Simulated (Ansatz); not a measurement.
Given this structure, coordinates from a relaxation with DFT, LDA (PW92), plane waves (420 eV) with PAW, scalar-relativistic in Ansatz; the starting structure was generated, so it need not be a known form of this composition, written in its standard cell:

```xyz
8
Lattice="4.4706 0.0000 0.0000 0.0000 4.4706 0.0000 0.0000 0.0000 4.4706" Properties=species:S:1:pos:R:3 pbc="T T T"
Cu    0.0000    0.0000    0.0000
Cu    2.2353    2.2353    2.2353
Cu    1.1177    0.0000    2.2353
Cu    3.3530    0.0000    2.2353
Cu    2.2353    1.1177    0.0000
Cu    2.2353    3.3530    0.0000
Cu    0.0000    2.2353    1.1177
Cu    0.0000    2.2353    3.3530
```

Question: What does the kinematic electron diffraction pattern along [111] look like at 100 kV (B = 0.5 Å²)?

Answer: The spots form a hexagonal net with both shortest vectors at d = 3.16 Å, 60.0° apart. They are -1 0 1 (itself too weak to see) and 0 -1 1 (itself too weak to see). The pattern has symmetry 6mm. Reflections such as 0 1 -1, 1 -1 0, 1 0 -1 are allowed but too weak to see at this display level.

Strongest reflections with d > 0.97 Å, one of each family (|F|² from tabulated Gaussian fits of the electron scattering factors, times a small damping for the curvature of the Ewald sphere):

| hkl | d (Å) | I (strongest = 100) |
| --- | --- | --- |
| 2 -1 -1 | 1.825 | 100 |
| 3 -1 -2 | 1.195 | 42 |

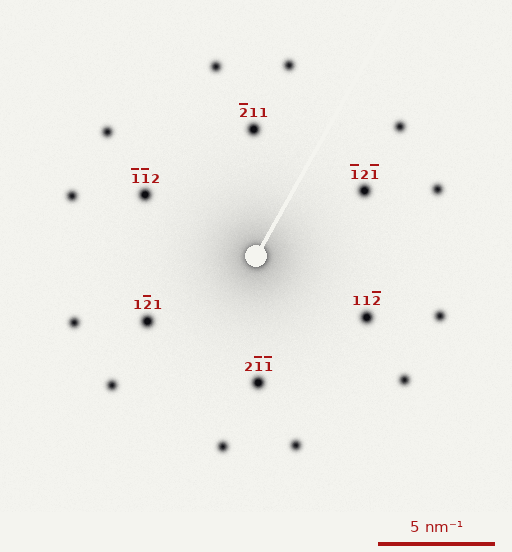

Calculated pattern, seen from the source side with [111] pointing towards the source.
